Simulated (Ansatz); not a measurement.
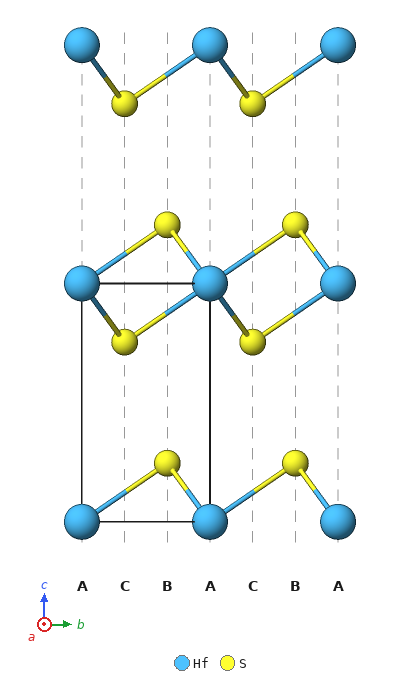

The picture looks along a close-packed row of the hexagonal mesh; c points upwards. The dashed lines mark the three columns A (0, 0), B (1/3, 2/3) and C (2/3, 1/3). The sequence starts with the first layer at or above the cell's origin.

HfS2. Coordinates: the geometry relaxed at fixed volume with DFT r2SCAN, scalar-relativistic, plane waves, PAW in Ansatz.

Question: List the layers of one repeat.

Answer: Hf(A) – S(B) – S(C) (three layers in 5.84 Å).

Question: How are the S layers alone stacked?

Answer: S layers alone: BC, the hexagonal close-packed type.

Question: Which positions between or in the S layers do the other atoms fill?

Answer: Hf: one octahedral site (per hexagonal cell). One of the two gaps between S layers is empty, 2.97 Å wide.

Question: What short polytype symbol fits?

Answer: Polytype symbol 1T, the symbol of a layered MX2 polytype (number of slabs in the repeat and lattice).
